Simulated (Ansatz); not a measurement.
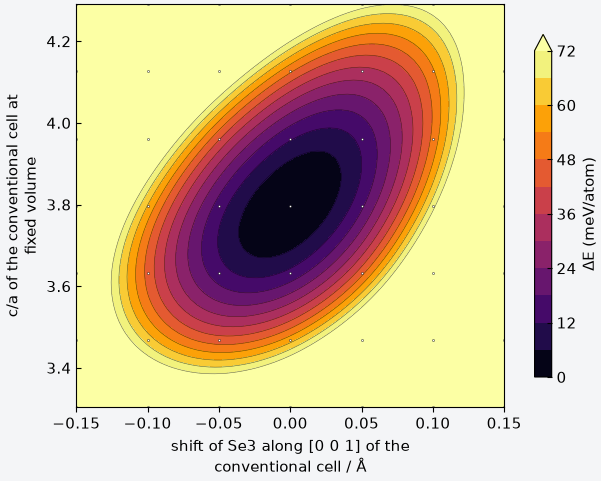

MoSe2 (P6_3/mmc, No. 194; 6 atoms in the cell). The energy is mapped over a free internal coordinate and the cell. First axis: shift of Se3 along [0 0 1] of the conventional cell, Cartesian (0 0 1), its symmetry partners moved as symmetry demands (measured in the relaxed cell). Second axis: c/a of the conventional cell at fixed volume. Nothing is relaxed (all other coordinates fixed). The scan uses a 7 × 7 grid. Points are written as (first, second). Energies: meV/atom, counted from the lowest grid point. The band gap closes in part of the range. Method: DFT LDA+D3(BJ), scalar-relativistic, plane waves, PAW in Ansatz. Settings: cutoff 420 eV, k-mesh 12×12×4 in the order of the run's cell vectors, gaussian smearing 0.05 eV, no spin polarisation.

Drawn: filled contours, dots at the grid points, one colour for all values above the top of the scale. Between grid points the surface is interpolated.

Q: Estimate the position of the minimum and the force constants in these coordinates.

A: The interpolated minimum is at the first coordinate ≈ 0.000 Å, the second coordinate ≈ 3.797. The curvatures there are about 77 eV/Å² and 5.8 eV, with a cross term of about −11 eV/Å (per cell of 6 atoms). Round the minimum the valley is somewhat tilted: raising the first coordinate shifts the best value of the second coordinate upwards (coupling k₁₂/√(k₁₁k₂₂) about −0.5).

PAW datasets: the set soft_1.
